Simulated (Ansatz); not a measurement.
# Band-structure calculation of HgTe

- system: HgTe (2 atoms in the cell)
- method: DFT PBE, scalar-relativistic, plane waves, PAW, no spin polarisation (Ansatz 0.2.0)

The structure derives from an entry of the Crystallography Open Database. Figures and captions count atoms from 1; the log counts them from 0 in places.

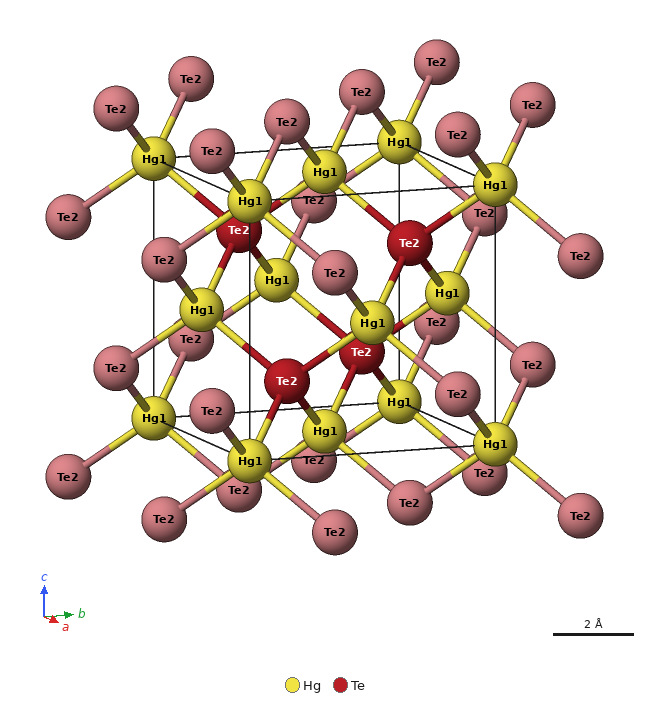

*The structure as given in the input (ball-and-stick view of the cell 4 times as large as that of the calculation, set on its symmetry axes, seen slightly off an axis; neighbours outside the cell are drawn fainter; atoms are numbered from 1 in the order of the input). An atom can appear more than once, as a periodic image.*

Near neighbours in the periodic cell (some may lie outside the picture): Hg has 4 Te at 2.88 Å; Te has 4 Hg at 2.88 Å.

Summary

- outcome: converged
- space group (tolerance 0.01 Å): F-43m (216)
- electrons treated: 36
- free energy: −20793.7497 eV
- Fermi energy: 7.474 eV
- gap on the k-point mesh: none (metallic)
- pressure: −0.03 GPa
- largest force (length of the vector): under 0.001 eV/Å
- hardware: 1 thread of Arm Neoverse V1, 24 GiB of memory available, shared host
- wall time: 58 s
- peak memory: 0.47 GiB

Spin–orbit coupling is left out, which matters for Hg.

Input file
```yaml
crystal:
  lattice:
    - [0.0, 3.326407798, 3.326407798]
    - [3.326407798, 0.0, 3.326407798]
    - [3.326407798, 3.326407798, 0.0]
  atoms:
    - { symbol: Hg, position: [0.0, 0.0, 0.0] }
    - { symbol: Te, position: [0.25, 0.25, 0.25] }
basis:
  ecutwfc: 420
kpoints:
  mp_grid: { grid: [12, 12, 12] }
  band_path:
    path:
      - [[0.0, 0.0, 0.0], [-0.5, -0.5, 0.0], [-0.375, -0.375, 0.25]]
      - [[-0.375, 0.0, 0.375], [0.0, 0.0, 0.0], [0.0, 0.0, 0.5], [-0.5, -0.25, 0.25], [-0.5, -0.5, 0.0]]
    npoints: 14
hamiltonian:
  xc: pbe
scf:
  occupations: { method: gaussian, width: 0.1 }
  n_extra_bands: 6
output:
  forces: true
  stress: true
  eigenvalues: true
  populations: true
  dos: { projected: true, de: 0.02, nscf_kmesh: { grid: [18, 18, 18] } }
  bader: true
  write_density: true
  write_potential: true
  elf: true
  volumetric_format: npy
```

Command:
```bash
ansatz run input.yaml --threads 1 --pin off --max-ram 2560MiB --backend cpu --events-out ev --progress --plain --runs-dir out
```

Log
```
scf.n_extra_bands = 6 over 18 filled bands (N_el = 36.0): the run solves 24 bands
Engine: ansatz 0.2.0, aarch64-unknown-linux-gnu
Pseudopotentials: kind: paw
Pseudopotential: Hg, paw, valence charge 20, recommended cutoff 420 eV (normal), Hg.paw.azcp
Pseudopotential: Te, paw, valence charge 16, recommended cutoff 420 eV (normal), Te.paw.azcp
Functional definition: PBE
  parameter kappa = 0.804
  parameter beta = 0.06672455060314922
  exchange = pbe_x(kappa = kappa, mu = beta*pi^2/3)
  correlation = pbe_c(beta = beta)
Crystal: 2 atoms, lattice volume = 73.613 Å³
Basis set: ecut = 420 eV, 1459 PW (Γ), exchange–correlation on 64×64×64 points (8 copies of the dense FFT grid, shifted against one another)
Bands: 24, of which v1, the nominal top of the filled ones, is band 18 counted from 1 (17 counted from 0)
Symmetry: 24 space group operations
Space group: F-43m (ITA 216), of the structure as read, at distance tolerance 4.2e-5 Å
k-points: 72 of 1728 (time reversal used)
Non-local potential: Hg, projectors of the file, l = 0: 3, l = 1: 2, l = 2: 2, l = 3: 1
Non-local potential: Te, projectors of the file, l = 0: 2, l = 1: 2, l = 2: 2, l = 3: 2
PAW form: soft (Blöchl's): semilocal exchange-correlation on the pseudo side does not see the compensation charge
PAW one-centre angular grid: Hg, 590 points (default); XC on 64 Gauss nodes
PAW one-centre angular grid: Te, 590 points (default); XC on 64 Gauss nodes
Initial density: superposition of atomic densities (neutral atoms: chi_scale 0, normalization atom), corrected by the library's trained network
Initial wavefunctions: pseudopotential atomic-orbital guess
Functional: x = pbe(κ = 0.804, μ = 0.2195149727645171), c = pbe(β = 0.06672455060314922)
SCF iter   1: F=—  HF=-20793.749662 eV  |F-HF|=—  |Δ(HF+E_count)|=         —  Δρ=1.20e-3  dr2=2.48e-3  ethr=1.77e-3  ⟨swp⟩=6.1  Hψ=8259  notcnv=0  defer=12
preconditioner: auto → none  [insulator: Δε(μ)=0.348 eV  Ē_g=11.637 eV  σ=0.100 eV  W_gap=0.84  n_scr=14 (ndim 8)  ℏωp=18.4 eV  f_vac=0.206  D(μ)=0.03/eV (n_scr^D=0)  ε∞_Penn≈3.5]
SCF iter   2: F=—  HF=-20793.749468 eV  |F-HF|=—  |Δ(HF+E_count)|=   1.93e-4  Δρ=5.29e-4  dr2=2.45e-4  ethr=6.88e-6  ⟨swp⟩=2.1  Hψ=2964  notcnv=0  defer=14
SCF iter   3: F=—  HF=-20793.749584 eV  |F-HF|=—  |Δ(HF+E_count)|=   1.16e-4  Δρ=2.07e-4  dr2=2.96e-5  ethr=6.81e-7  ⟨swp⟩=2.0  Hψ=2198  notcnv=0  defer=14
SCF iter   4: F=—  HF=-20793.749677 eV  |F-HF|=—  |Δ(HF+E_count)|=   9.35e-5  Δρ=7.93e-5  dr2=5.00e-6  ethr=8.23e-8  ⟨swp⟩=2.0  Hψ=2262  notcnv=0  defer=14
SCF iter   5: F=—  HF=-20793.749701 eV  |F-HF|=—  |Δ(HF+E_count)|=   2.38e-5  Δρ=1.62e-5  dr2=1.74e-7  ethr=1.39e-8  ⟨swp⟩=2.0  Hψ=2271  notcnv=0  defer=14
SCF iter   6: F=-20793.749703 eV  HF=-20793.749703 eV  |F-HF|=3.21e-8  |Δ(HF+E_count)|=   1.60e-6  Δρ=2.42e-6  dr2=5.28e-9  ethr=2.78e-10  ⟨swp⟩=14.7  Hψ=13371  notcnv=0
SCF 1 converged in 6 iterations: F = -20793.749703 eV  dr2 = 5.28e-9
  greatest PAW one-centre occupation: 1.000 electrons in one spin orbital (limit 2), on the Hg atom at site 0 (counted from 0), in its partial waves of l = 0
NSCF: frozen V_eff on 86 k-points
NSCF: frozen V_eff on 195 k-points
SCF converged after 6 iterations
Free energy (F): -20793.749703 eV
Harris-Foulkes:  -20793.749703 eV  (|F-HF|=3.21e-8)
Internal energy: -20793.749538 eV  (E = F + TS)
E sigma→0 (E₀):  -20793.749621 eV
Entropy (-TS):   -0.000165 eV (-0.082 meV/atom)
Fermi energy:    7.473993 eV
--- Per-component energies (eV) ---
  E_band       = -807.422295
  E_kinetic    = 782.740553
  E_local      = -4989.418785  (includes V_loc(G=0)·N_el)
  E_nonlocal   = -237.676505
  E_hartree    = 2411.608982
  E_xc         = -343.852055
  E_vxc        = -365.250806  (∫ρ·V_xc dr)
  E_paw        = -14606.748126  (= ΣΔE_a)
  E_vpaw       = -821.037467  (= ΣTr[D̂ρ^β])
  E_aug_tail   = 0.000731  (compensation charges beyond the density's cutoff)
  E_ewald      = -3810.404334
  E_smearing   = -0.000165  (= −TS)
  E_closure    = 0.000000  (closes the sum)
  Σ components = -20793.749703   (vs F -20793.749703, Δ=0.00e0)
--- Forces (eV/Å), atoms counted from 1 ---
  atom   1  Hg     0.00000000    -0.00000000    -0.00000000
  atom   2  Te    -0.00000000     0.00000000     0.00000000
  max |Σ_I F_I| component: 1.23e-16 eV/Å
--- Stress (GPa, compression-positive) ---
       -0.033528      -0.000000      -0.000000
        0.000000      -0.033528       0.000000
       -0.000000       0.000000      -0.033528
  P = ⅓ Tr σ = -0.0335 GPa (-0.335 kbar)
--- Band table (eV; the first three rows and the last of 72) ---
  k-point 0: bands = ["-107.1571", "-55.6133", "-55.6133", "-55.6133", "-29.0865", "-29.0865", "-29.0865", "-29.0816", "-29.0816", "-4.0043", "0.5183", "0.5183", "0.5183", "0.9498", "0.9498", "6.4858", "7.4022", "7.4022", "7.4022", "11.7911", "11.7911", "11.7911", "13.9045", "16.9574"]
  k-point 1: bands = ["-107.1571", "-55.6133", "-55.6133", "-55.6133", "-29.0865", "-29.0865", "-29.0865", "-29.0816", "-29.0816", "-3.9752", "0.5264", "0.5264", "0.5311", "0.9491", "0.9491", "5.9757", "7.3353", "7.3353", "7.7558", "11.6878", "11.8872", "11.8872", "14.3584", "16.4340"]
  k-point 2: bands = ["-107.1571", "-55.6133", "-55.6133", "-55.6133", "-29.0865", "-29.0864", "-29.0864", "-29.0815", "-29.0815", "-3.8940", "0.5479", "0.5479", "0.5763", "0.9480", "0.9480", "5.1217", "7.1642", "7.1642", "8.1178", "11.7519", "12.1195", "12.1195", "15.1458", "16.0220"]
  k-point 71: bands = ["-107.1571", "-55.6133", "-55.6133", "-55.6133", "-29.0867", "-29.0865", "-29.0862", "-29.0815", "-29.0814", "-3.3720", "0.7096", "0.7360", "0.9088", "0.9291", "1.4348", "2.3884", "5.1706", "5.2140", "10.2976", "12.0979", "12.6598", "13.6917", "16.4550", "18.3118"]
--- Löwdin populations: 2 sites ---
  site symbol       q [e]
     0     Hg     19.0668
     1     Te     16.7100
  spilling = 0.006200 (of n_electrons = 36.000000)
--- Bader charges: 2 sites ---
  site symbol  charge [e]  shift [e]
     0     Hg      0.1315     0.0000
     1     Te     -0.1315     0.0000
  estimated error of the sums over rays = 3.1e-4 e
```

File bader_charges.tsv
```
# site	symbol	x_ang	y_ang	z_ang	partial_charge_e	electrons	volume_ang3	relative_density_drop	shared_charge_e	partial_wave_shift_e
# quadrature_error_electrons = 3.1e-4
0	Hg	0.0000	0.0000	0.0000	0.13154	79.86846	31.99	-	0.13154	0.00000
1	Te	1.6632	1.6632	1.6632	-0.13154	52.13154	41.38	-	-0.13154	0.00000
```

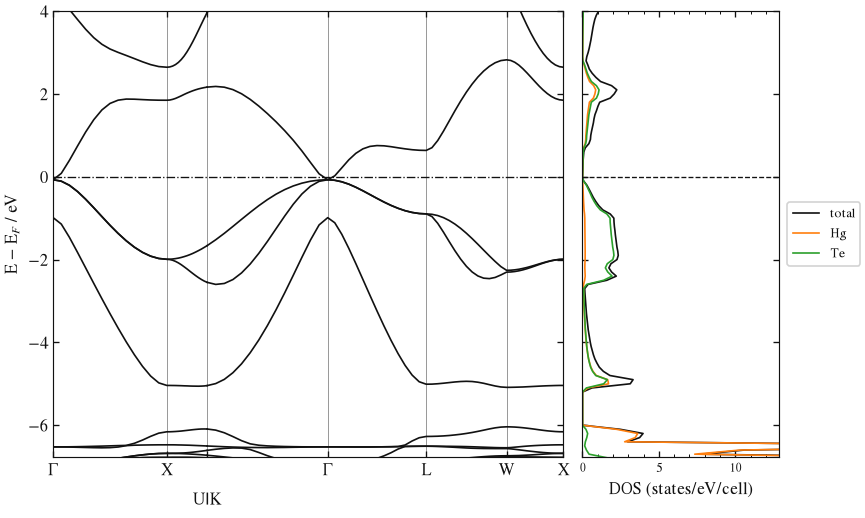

*Band structure along Γ–X–U|K–Γ–L–W–X and density of states (projected on Löwdin-orthogonalised atomic shells), with energies from the Fermi level.*

Bands cross the Fermi level: a metal at this level of theory.

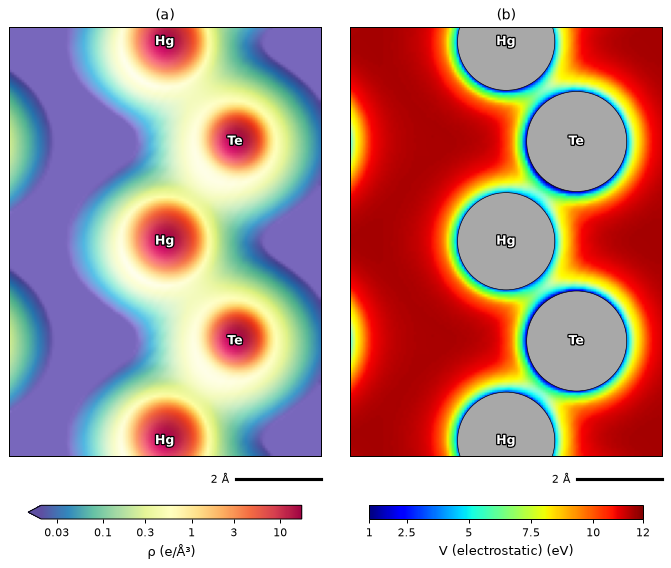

*(a) valence electron density; (b) electrostatic potential energy of an electron on the (110) plane of the conventional cell. Grey discs, where drawn, cover atomic cores.*

Hg–Te (2.88 Å): ρ at the midpoint is about 0.34 e/Å³. Away from the nuclei the density in this plane falls to 0.005 e/Å³ at its lowest. Outside the cores the potential energy rises away from the atoms and is highest about 2.9 Å from the nearest atoms; outside the discs it spans about 11 eV, and its zero is arbitrary. In a PAW calculation such maps are meaningful between the atoms, not at the nuclei.

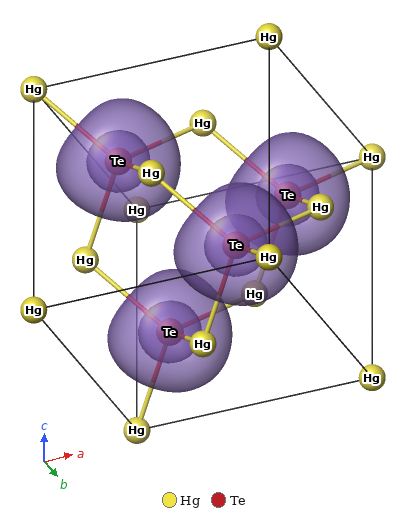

*Isosurface of the ELF at 0.45 (purple), seen at an oblique angle. Only the valence region is drawn (cores and ρ < 0.01 e/Å³ removed). Sticks mark near contacts. The outline is the cell set on symmetry axes.*

Along the contacts the grid gives the following. Hg–Te (2.88 Å): the ELF peaks at about 0.60 in the valence shell of Te, 1.2 Å from its nucleus, and drops to about 0.25 between the two atoms.

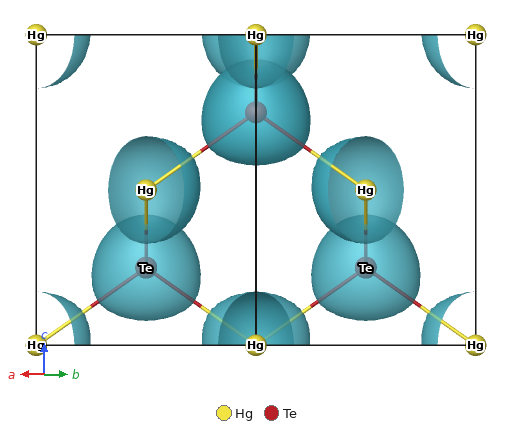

*Isosurface of the valence charge density (pseudo) at 0.4 e/Å³ (cyan), seen along [110]. Sticks mark near contacts. The outline is the cell set on symmetry axes.*

At this value the density breaks into separate islands; it holds about 85 % of the electrons treated as valence (semicore included). It is pinched off along the Hg–Te (2.88 Å) contacts. On the grid the lowest density along these lines, outside the cores, is 0.33 e/Å³ (Hg–Te, 2.88 Å).
